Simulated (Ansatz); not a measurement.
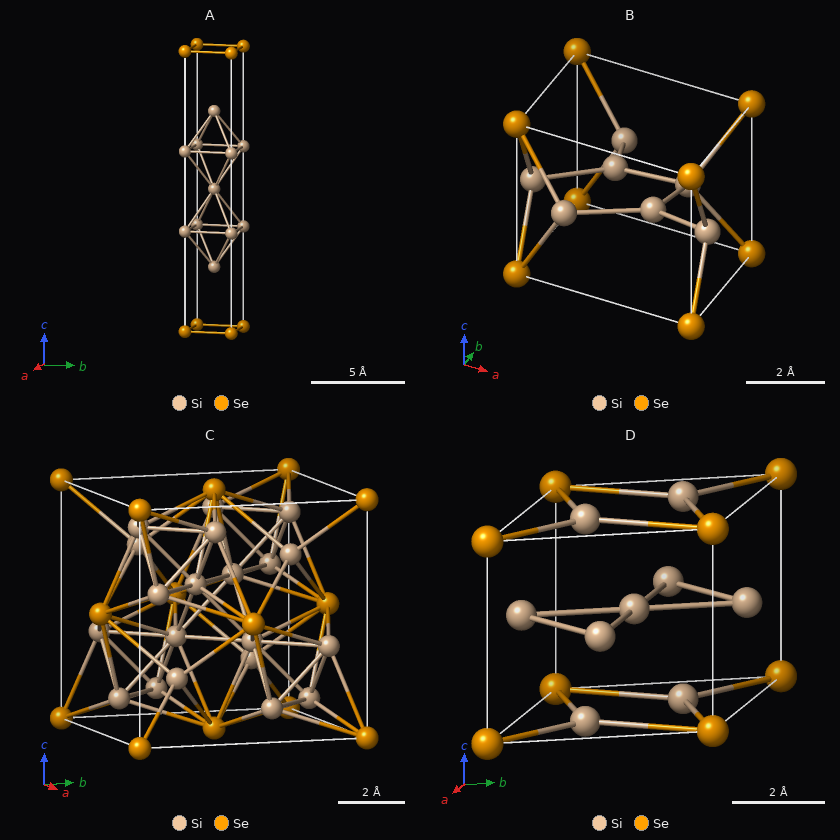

Four structures of Si5Se, each relaxed to rest (conventional cells in solid outline, small ones repeated, each panel with its own scale). Method: DFT PBE, scalar-relativistic, plane waves, PAW in Ansatz, without spin polarisation.

What are the structures shown?

A: 6 atoms a cell on a primitive tetragonal lattice, P4/mmm; B: 6 atoms a cell on a primitive hexagonal lattice, P-62m; C: 24 atoms a cell on a face-centred cubic lattice, F-43m; D: CaCu₅ type, P6/mmm.

Rank them by energy, lowest first.

A, then D (+53 meV/atom), B (+64 meV/atom) and C (+122 meV/atom), energies at zero smearing.

Collect the results in a table.

| panel | structure | E − E(lowest) (meV/atom) | volume (Å³/atom) | gap (eV) |
| --- | --- | --- | --- | --- |
| A | P4/mmm | 0 | 17.3 | metal |
| D | P6/mmm | 53 | 16.8 | metal |
| B | P-62m | 64 | 22.9 | metal |
| C | F-43m | 122 | 16.4 | metal |

Some of these may be structure types tried for this composition rather than known phases, and the most stable form need not be among them. Gaps are taken on the k-mesh or band path of each run.
